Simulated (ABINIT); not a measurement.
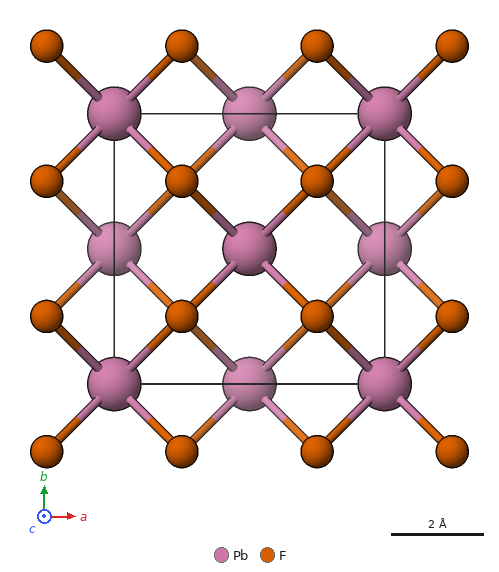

Starting structure of a crystal of PbF$_{2}$ (set up in Fm-3m). The picture is a ball-and-stick view of the conventional cell (4 times the calculation's cell), seen along the c axis. Lengths and directions refer to the drawn axes.

The run lets cell and atoms move.

Computed with ABINIT, Kohn-Sham DFT of a periodic cell, LDA, PseudoDojo NC SR LDA v0.4.1 standard.

Input
```
# Pseudopotentials
pp_dirpath "./"
pseudos "Pb.upf, F.upf"

# Structure
acell 4.1912481663 4.1912481663 4.1912481663 Angstrom
rprim
     0.0000000000     0.7071067812     0.7071067812
     0.7071067812     0.0000000000     0.7071067812
     0.7071067812     0.7071067812     0.0000000000
ntypat 2
znucl 82 9
natom 3
typat 1 2 2
chkprim 0
chksymtnons 0
tolsym 1.0e-6
xred
            0.0            0.0            0.0
            3/4            3/4            3/4
            1/4            1/4            1/4

# Plane-wave basis
ecut 42.0
ecutsm 0.5

# k points
kptopt 1
ngkpt 6 6 6
nshiftk 1
shiftk 0.0 0.0 0.0

# Exchange and correlation
ixc 7

# Bands and occupations
nband 18
occopt 3
tsmear 0.05 eV

# SCF cycle
nstep 80
tolvrs 1.0e-12

# Output
iomode 3
prteig 0
prtebands 0
prtwf 0
prtden 0

# Relaxation
ionmov 2
optcell 2
ntime 50
tolmxf 2.0e-5
dilatmx 1.08
```

Command:
```bash
mpirun --bind-to none -np 4 abinit run.abi > log 2>&1
```

> What does the optimiser find from here?

Over 4 geometry steps the energy falls by 14.8 meV per atom. All forces vanish by symmetry, so only the cell relaxes. The pressure goes from −4.51 to 0.00 GPa. No atom moves by more than 0.005 Å relative to the cell. Cell: a = b = c 5.927 → 5.812 Å (−1.9 %). Volume −5.7 %. Among the contacts that change: F–Pb 2.567 → 2.517 Å. The space group stays Fm-3m (No. 225). The run took 72 s on 4 threads of Arm Neoverse V2 (shared host), peak memory 0.36 GiB.

The end point in the same view:

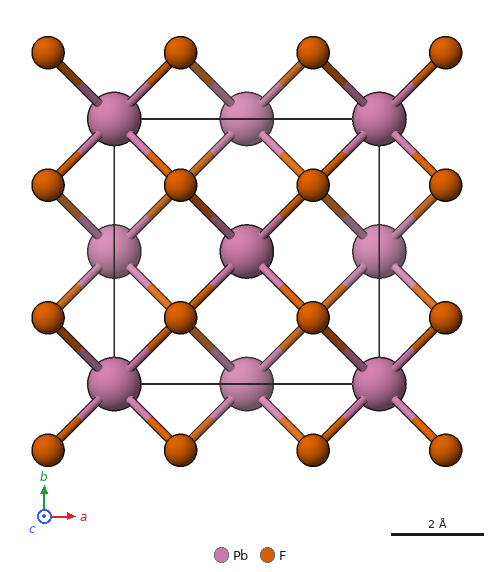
